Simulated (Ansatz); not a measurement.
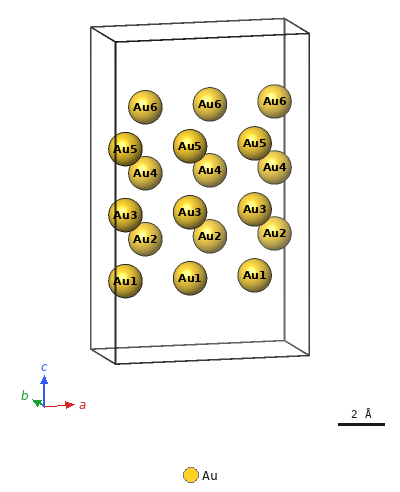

The input geometry (spheres-only view of the 3 × 1 repeat of the cell, with the vacuum cut short, seen slightly off an axis; atoms are numbered from 1 in the order of the input).

## Run report: Au, single-point calculation (part 1 of 2)

- system: Au (slab, 6 atoms in the cell)
- method: DFT, PBE, all-electron LAPW, scalar-relativistic, no spin polarisation (Ansatz 0.2.0)

Figures and captions count atoms from 1; the log counts them from 0 in places.

Input file
```yaml
crystal:
  lattice:
    - [2.9400990585, 0.0, 0.0]
    - [0.0, 4.1579279633, 0.0]
    - [0.0, 0.0, 23.3502]
  atoms:
    - { symbol: Au, position: [0.25, 0.25, 0.3426084649] }
    - { symbol: Au, position: [0.75, 0.75, 0.4055650789] }
    - { symbol: Au, position: [0.25, 0.25, 0.468521693] }
    - { symbol: Au, position: [0.75, 0.75, 0.531478307] }
    - { symbol: Au, position: [0.25, 0.25, 0.5944349211] }
    - { symbol: Au, position: [0.75, 0.75, 0.6573915351] }
kpoints:
  mp_grid: { grid: [12, 9, 1] }
scf:
  occupations: { method: fermi_dirac, width: 0.05 }
hamiltonian:
  xc: pbe
  pseudopotentials: { kind: all_electron, lapw: { basis_error: 0.001 } }
output:
  forces: true
  stress: true
  eigenvalues: true
  populations: true
  dos: { projected: true, de: 0.2, e_range: [-14, 8] }
efield:
  axis: 3
  amplitude: 0
  dipole_correction: true
```

Machine: 2 threads of Intel Xeon (Granite Rapids), 32 GiB of memory available, shared host.

Run as:
```bash
ansatz run input.yaml --threads 2 --pin off --max-ram 4096MiB --backend cpu --events-out ev --progress --plain --runs-dir out
```

What the program printed
```
Au: projections on atomic orbitals take those of the free atom 1s2 2s2 2p6 3s2 3p6 3d10 4s2 4p6 4d10 4f14 5s2 5p6 5d10 6s1, of charge +0.00 (hamiltonian.pseudopotentials.projection_atoms)
LAPW: plane waves up to 7.891 Å⁻¹, error target 1.0e-3 eV per atom; small_component_spin mean_spin; Au in spheres of 1.470 Å, 43 of its electrons in bands, Dirac shells [] (how accurate: hamiltonian.pseudopotentials.lapw.basis_error, Limitations)
Engine: ansatz 0.2.0, x86_64-unknown-linux-gnu
Pseudopotentials: kind: all_electron
Pseudopotential: Au, LAPW, valence charge 43, lapw/all_electron/scalar/gaussian/Au, Koelling and Harmon's equation, gaussian nucleus
Functional definition: PBE
  parameter kappa = 0.804
  parameter beta = 0.06672455060314922
  exchange = pbe_x(kappa = kappa, mu = beta*pi^2/3)
  correlation = pbe_c(beta = beta)
Crystal: 6 atoms, lattice volume = 285.450 Å³
Basis set: ecut = 237.23511774348893 eV, 2379 PW (Γ), exchange–correlation at level 2
Bands: 155, of which v1, the nominal top of the filled ones, is band 129 counted from 1 (128 counted from 0)
Symmetry: 4 space group operations
k-points: 35 of 108
Non-local potential: Au, projectors of the file, none
Initial density: superposition of atomic densities (neutral atoms: chi_scale 0, normalization atom)
Initial wavefunctions: plane waves of lowest kinetic energy (no species holds an atomic orbital)
Functional: x = pbe(κ = 0.804, μ = 0.2195149727645171), c = pbe(β = 0.06672455060314922)
iter 1 solved again at ethr=2.90e-4 eV; its pass at ethr=1.00e-1 eV (dr2=7.47e-1 eV) is discarded
SCF iter   1: F=—  HF=-3103349.164333 eV  |F-HF|=—  |Δ(HF+E_count)|=         —  Δρ=1.33e-2  dr2=7.48e-1  ethr=2.90e-4  p=-0.000 e·Å  D=-1.87e-13 V/Å  ΔV_dip=0.00 eV  dr2_dipole=5.38e-25  V_vac-E_F(+/−)=4.30/4.30 eV  ⟨swp⟩=3.1  Hψ=33454  notcnv=0
efield: sawtooth ramp at fractional position 0.9500 (placed from the atoms, in the widest stretch of the axis that holds none; the zero of the levels goes with the place), width 0.1000; the density the first Hamiltonian is built on has a dipole p = -0.000 e·Å; the dipole correction subtracts the counter field D = -1.65e-13 V/Å, which shifts the + side's vacuum level by +0.00 eV against the − side's; the planar-averaged density in the ramp window peaks in size at 1.9e-7 e/Å³
preconditioner: auto → LDOS  [metal: Δε(μ)=0.017 eV  Ē_g=11.258 eV  σ=0.050 eV  W_gap=0.08  n_scr=98 (ndim 8)  ℏωp=17.9 eV  f_vac=0.601  D(μ)=2.64/eV (n_scr^D=8)  β→1.0]
SCF iter   2: F=—  HF=-3103349.628553 eV  |F-HF|=—  |Δ(HF+E_count)|=   4.64e-1  Δρ=6.15e-3  dr2=6.34e-1  ethr=2.90e-4  p=-0.000 e·Å  D=-3.75e-7 V/Å  ΔV_dip=0.00 eV  dr2_dipole=6.33e-11  V_vac-E_F(+/−)=4.99/4.99 eV  ⟨swp⟩=3.0  Hψ=17561  notcnv=0
iter 3 solved again at ethr=3.42e-6 eV; its pass at ethr=2.46e-4 eV (dr2=8.81e-3 eV) is discarded
SCF iter   3: F=—  HF=-3103347.824791 eV  |F-HF|=—  |Δ(HF+E_count)|=    1.80e0  Δρ=1.83e-3  dr2=8.83e-3  ethr=3.42e-6  p=-0.000 e·Å  D=-1.26e-7 V/Å  ΔV_dip=0.00 eV  dr2_dipole=3.71e-12  V_vac-E_F(+/−)=4.97/4.97 eV  ⟨swp⟩=2.0  Hψ=27018  notcnv=0
SCF iter   4: F=—  HF=-3103347.823142 eV  |F-HF|=—  |Δ(HF+E_count)|=         —  Δρ=7.36e-4  dr2=3.51e-3  ethr=3.42e-6  p=0.000 e·Å  D=6.00e-8 V/Å  ΔV_dip=-0.00 eV  dr2_dipole=1.29e-14  V_vac-E_F(+/−)=4.94/4.94 eV  ⟨swp⟩=2.9  Hψ=15798  notcnv=0
the basis was enlarged: its passes take 843.6 KiB over the memory plan, 2 of 2 planned eigensolver slots
SCF iter   5: F=—  HF=-3103347.822627 eV  |F-HF|=—  |Δ(HF+E_count)|=   5.15e-4  Δρ=2.13e-4  dr2=1.26e-4  ethr=1.36e-6  p=-0.000 e·Å  D=-1.64e-7 V/Å  ΔV_dip=0.00 eV  dr2_dipole=1.01e-12  V_vac-E_F(+/−)=4.97/4.97 eV  ⟨swp⟩=2.9  Hψ=15793  notcnv=0
SCF iter   6: F=—  HF=-3103347.822762 eV  |F-HF|=—  |Δ(HF+E_count)|=   1.35e-4  Δρ=6.46e-5  dr2=2.79e-5  ethr=4.90e-8  p=-0.000 e·Å  D=-1.66e-8 V/Å  ΔV_dip=0.00 eV  dr2_dipole=2.94e-14  V_vac-E_F(+/−)=4.97/4.97 eV  ⟨swp⟩=3.0  Hψ=16091  notcnv=0
SCF iter   7: F=—  HF=-3103347.822756 eV  |F-HF|=—  |Δ(HF+E_count)|=   6.46e-6  Δρ=1.80e-5  dr2=1.49e-6  ethr=1.08e-8  p=-0.000 e·Å  D=-5.50e-8 V/Å  ΔV_dip=0.00 eV  dr2_dipole=5.69e-14  V_vac-E_F(+/−)=4.97/4.97 eV  ⟨swp⟩=3.0  Hψ=15955  notcnv=0
SCF iter   8: F=—  HF=-3103347.822757 eV  |F-HF|=—  |Δ(HF+E_count)|=   1.40e-6  Δρ=5.72e-6  dr2=1.25e-7  ethr=5.79e-10  p=-0.000 e·Å  D=-1.60e-8 V/Å  ΔV_dip=0.00 eV  dr2_dipole=2.59e-15  V_vac-E_F(+/−)=4.97/4.97 eV  ⟨swp⟩=3.0  Hψ=16259  notcnv=0
SCF iter   9: F=-3103347.822758 eV  HF=-3103347.822758 eV  |F-HF|=2.00e-8  |Δ(HF+E_count)|=   2.25e-7  Δρ=1.47e-6  dr2=1.97e-8  ethr=4.84e-11  p=-0.000 e·Å  D=-9.20e-9 V/Å  ΔV_dip=0.00 eV  dr2_dipole=2.74e-15  V_vac-E_F(+/−)=4.97/4.97 eV  ⟨swp⟩=3.0  Hψ=16107  notcnv=0
SCF 1 converged in 9 iterations: F = -3103347.822758 eV  dr2 = 1.97e-8
SCF converged after 9 iterations
Free energy (F): -3103347.822758 eV
Harris-Foulkes:  -3103347.822758 eV  (|F-HF|=2.00e-8)
Internal energy: -3103347.803955 eV  (E = F + TS)
E sigma→0 (E₀):  -3103347.813356 eV
Entropy (-TS):   -0.018803 eV (-3.134 meV/atom)
Fermi energy:    5.758002 eV
Dipole field:    D = -0.000000 V/Å  (p = -0.000000 e·Å, saw-weighted, corrected)
Work function:   Φ+ = 4.9737 eV   Φ− = 4.9737 eV
Levels:          The Fermi level and band energies are counted from a zero that moves with the ramp; work functions are not
--- Per-component energies (eV) ---
  E_band       = -27941.321584
  E_kinetic    = 3537102.514408
  E_xc         = -59485.665530
  E_efield     = 0.000000  (sawtooth field / dipole correction)
  E_electrostatic = -6580964.652833  (all electrons and nuclei)
  E_smearing   = -0.018803  (= −TS)
  E_closure    = 0.000000  (closes the sum)
  E_atoms      = -3103329.979681  (free atoms, spherical and without spin; not in F)
  Σ components = -3103347.822758   (vs F -3103347.822758, Δ=0.00e0)
  Basis errors (estimates in eV, not in F): energy 3.1e-4 per atom: plane waves 2.9e-4 (1.6e-4 summed), levels above the bands 1.8e-99, relativity 6.6e-8, radial functions 2.8e-5, core shells 7.6e-9; eigenvalues (radial functions only) 8.4e-7; not estimated: angular momenta, meshes, grids; target (lapw.basis_error) 1.0e-3; muffin-tin radii Au 1.470 Å
--- Forces (eV/Å), atoms counted from 1 ---
  atom   1  Au    -0.00000000    -0.00000000     0.38027868
  atom   2  Au     0.00000000    -0.00000000    -0.47866500
  atom   3  Au    -0.00000000     0.00000000     0.09498920
  atom   4  Au     0.00000000    -0.00000000    -0.09498904
  atom   5  Au    -0.00000000     0.00000000     0.47866482
  atom   6  Au     0.00000000     0.00000000    -0.38027875
  max |Σ_I F_I| component: 9.67e-8 eV/Å
--- Stress (GPa, compression-positive) ---
       -2.487077      -0.000000       0.000000
       -0.000000      -1.528238      -0.000000
        0.000000      -0.000000      -0.460943
  P = ⅓ Tr σ = -1.4921 GPa (-14.921 kbar)
--- Band table (eV; the first three rows and the last of 35) ---
  k-point 0: bands = ["-316.7834", "-316.7834", "-316.7824", "-316.7824", "-316.7787", "-316.7787", "-316.7681", "-316.7681", "-316.7676", "-316.7676", "-316.6777", "-316.6777", "-316.6687", "-316.6687", "-316.6660", "-316.6660", "-316.6624", "-316.6624", "-316.6586", "-316.6586", "-316.1519", "-316.1519", "-316.1480", "-316.1480", "-316.1406", "-316.1406", "-316.1405", "-316.1405", "-316.1393", "-316.1393", "-99.4920", "-99.4860", "-99.3714", "-99.3713", "-98.8438", "-98.8438", "-72.5315", "-72.5313", "-72.5249", "-72.5248",
      "-72.5245", "-72.5244", "-72.5218", "-72.5217", "-72.5174", "-72.5173", "-72.5150", "-72.5150", "-72.5120", "-72.5118", "-72.4197", "-72.4197", "-72.4151", "-72.4151", "-72.4143", "-72.4143", "-72.4110", "-72.4110", "-72.4076", "-72.4076", "-72.4053", "-72.4053", "-72.4026", "-72.4026", "-71.8964", "-71.8964", "-71.8963", "-71.8963", "-71.8888", "-71.8888", "-71.8843", "-71.8843", "-71.8837", "-71.8837", "-71.8807", "-71.8807", "-71.8805", "-71.8805", "-51.0039", "-50.9510",
      "-50.9290", "-50.9259", "-50.9114", "-50.8768", "-50.8218", "-50.8157", "-50.8030", "-50.7907", "-50.7751", "-50.7749", "-50.3010", "-50.3010", "-50.2839", "-50.2839", "-50.2628", "-50.2626", "-2.9957", "-1.5990", "-0.5127", "-0.1565", "-0.1403", "0.1020", "0.5675", "0.9940", "1.0363", "1.0559", "1.4736", "1.5548", "1.5589", "1.5642", "1.9036", "1.9110", "2.0476", "2.1022", "2.3834", "2.4005", "2.7529", "2.7804", "2.8102", "2.8622",
      "3.0088", "3.2329", "3.4028", "3.5057", "3.7916", "3.7938", "3.9534", "3.9657", "4.1486", "5.2660", "7.3363", "8.0237", "9.4800", "10.3449", "10.4301", "10.8970", "11.3515", "11.9861", "12.7217", "13.0805", "13.5593", "13.8770", "14.1558", "15.2380", "15.9009", "16.0158", "16.4573", "16.8480", "17.3611", "18.1142", "18.4607", "18.5352", "18.9702", "19.3676", "19.4321"]
  k-point 1: bands = ["-316.7834", "-316.7834", "-316.7824", "-316.7824", "-316.7787", "-316.7787", "-316.7681", "-316.7681", "-316.7676", "-316.7676", "-316.6777", "-316.6777", "-316.6687", "-316.6687", "-316.6660", "-316.6660", "-316.6624", "-316.6624", "-316.6586", "-316.6586", "-316.1519", "-316.1519", "-316.1480", "-316.1480", "-316.1406", "-316.1406", "-316.1405", "-316.1405", "-316.1393", "-316.1393", "-99.4918", "-99.4861", "-99.3714", "-99.3713", "-98.8438", "-98.8438", "-72.5315", "-72.5313", "-72.5249", "-72.5248",
      "-72.5245", "-72.5244", "-72.5218", "-72.5217", "-72.5174", "-72.5173", "-72.5150", "-72.5150", "-72.5120", "-72.5119", "-72.4197", "-72.4197", "-72.4151", "-72.4151", "-72.4143", "-72.4143", "-72.4110", "-72.4110", "-72.4076", "-72.4076", "-72.4053", "-72.4053", "-72.4026", "-72.4026", "-71.8964", "-71.8964", "-71.8963", "-71.8963", "-71.8888", "-71.8888", "-71.8843", "-71.8843", "-71.8837", "-71.8837", "-71.8807", "-71.8807", "-71.8805", "-71.8805", "-51.0027", "-50.9587",
      "-50.9296", "-50.9187", "-50.9101", "-50.8775", "-50.8207", "-50.8192", "-50.8006", "-50.7912", "-50.7754", "-50.7750", "-50.3010", "-50.3010", "-50.2841", "-50.2841", "-50.2626", "-50.2624", "-2.8671", "-1.5275", "-0.4729", "-0.2615", "-0.1220", "0.1228", "0.4442", "0.9994", "1.1385", "1.2761", "1.3730", "1.5001", "1.5859", "1.7872", "1.8928", "1.9569", "1.9909", "2.1138", "2.2255", "2.5153", "2.7212", "2.7405", "2.8110", "2.9031",
      "3.0243", "3.2244", "3.3589", "3.6231", "3.6992", "3.7550", "3.9651", "3.9938", "4.0897", "5.3154", "7.0241", "7.3988", "9.1502", "9.7079", "10.6363", "11.1817", "11.4093", "11.6368", "12.7490", "12.9110", "13.8867", "14.1458", "14.9014", "15.3000", "16.0178", "16.0668", "16.7060", "16.9549", "17.3551", "17.6274", "17.6500", "18.6637", "18.6681", "18.7072", "19.5258"]
```
